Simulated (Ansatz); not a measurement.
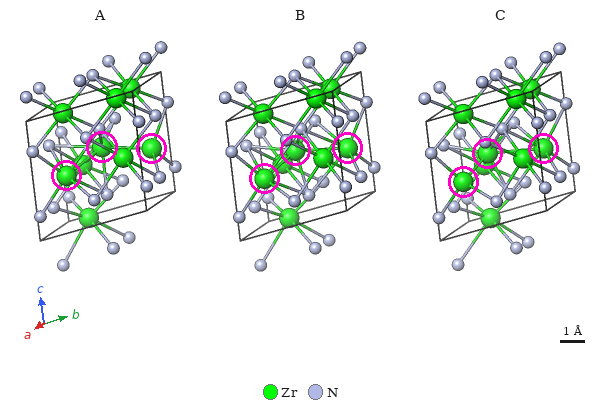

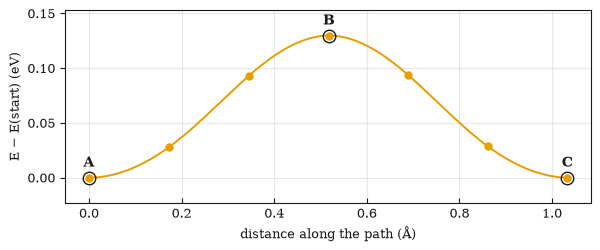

A search for the minimum-energy path of a defect cell of composition Zr$_{9}$N$_{8}$ (17 atoms in the cell) by the nudged elastic band. Images are numbered from 0 (start) to 6 (end). Frames A to C are images 0, 3, 6. Style: ball-and-stick. Shown: the reduced simulation cell (origin moved), slightly off an axis. The atoms that move most are ringed. Lengths and directions refer to the drawn axes. Bonds to atoms that aren't drawn are left out.

All numbers below come from DFT PBE, scalar-relativistic, plane waves, PAW in Ansatz. Set-up: plane-wave cutoff 420 eV; k-point mesh 4 × 4 × 4; Gaussian smearing 0.1 eV; 5 movable images; climbing image.

> What happens along the path, and what is the barrier?

A Zr atom travels furthest, 0.70 Å from end to end, along [1 −1 0], on a straight line. It doesn't move alone: Zr (0.38 Å), Zr (0.38 Å) move with it. The two ends have the same energy, and the highest point, image 3, lies 0.130 eV above the start. The band converged in 5 iterations. The largest component of the band force went from 0.91 to 0.023 eV/Å. The climbing image converged on the top of the path. Its curvatures weren't checked.

Limits of the set-up: the periodic images lie only 6.5 Å apart, so the values are limited by the cell's size.

The run took 4.9 min on 4 threads of Intel(R) Xeon(R) 6975P-C (Granite Rapids), on a shared host, peak memory 2.8 GiB.
